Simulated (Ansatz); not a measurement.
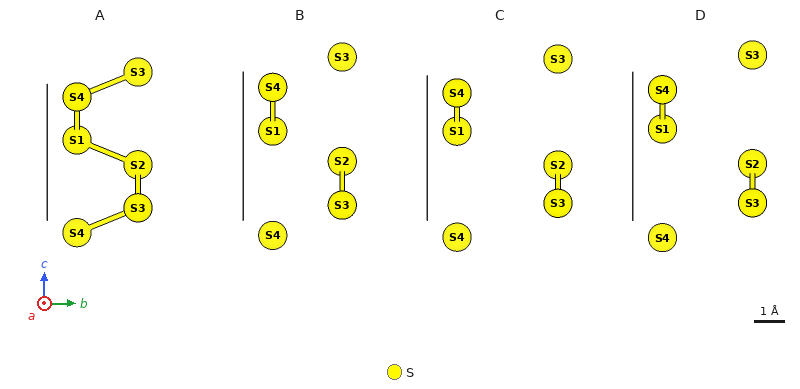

4 geometries from one relaxation of solid S (a generated structure, set up in Pmna) (coarse preliminary run), in shuffled order. Style: ball-and-stick. Shown: the 2 × 1 repeat of the cell, outlined in the plane, without the vacuum, along the a axis.

Case: P → S on all its sites, cell and atoms relaxed.

All numbers below come from Ansatz, DFT r2SCAN, scalar-relativistic, plane waves, PAW. Settings: plane-wave cutoff 500 eV; k-point mesh 6 × 1 × 4; occupations gaussian; smearing width 0.1 eV; no spin polarisation; cell and atoms relaxed; force threshold 0.05 eV/Å; at most 60 steps.

Put them in the order of the run, from the start to the converged end.

Answer. A, B, D, C. They are steps 0, 2, 4, 8, at +798 meV per atom, +466 meV per atom, +20.2 meV per atom relative to the last. The energy falls by 798 meV per atom in 7 accepted moves (8 points after the start). The largest force component goes from 1.6 to 0.049 eV/Å. At 1 point the geometry stayed and the basis and grid were re-selected for the new cell (energy shift of 0.3 meV per atom at most each time). The largest moves relative to the cell and the layer's centre, 0.69 Å, are those of S1, S2, S3 and S4. S4 goes at 11° to the normal (−b side). In the plane the drawn cell goes a 6.501 → 6.604 Å (+1.6 %), c 4.580 → 4.867 Å (+6.3 %). Among the contacts that change: S1–S2 2.222 → 3.591 Å, S1–S4 2.179 → 2.096 Å. Bonds break: S1–S2 (2.22 → 3.59 Å), S3–S4 (2.22 → 3.59 Å). Bond angles that change, for instance: S3–S2–S3 96.4° → 104.0°. The space group stays Pmna (No. 53). The run took 2.1 min on 1 thread of Intel(R) Xeon(R) 6975P-C (Granite Rapids), with other jobs on the host, peak memory 1.7 GiB.

Limits of the set-up: layers or molecules are held without a dispersion correction, so their spacing is unreliable.
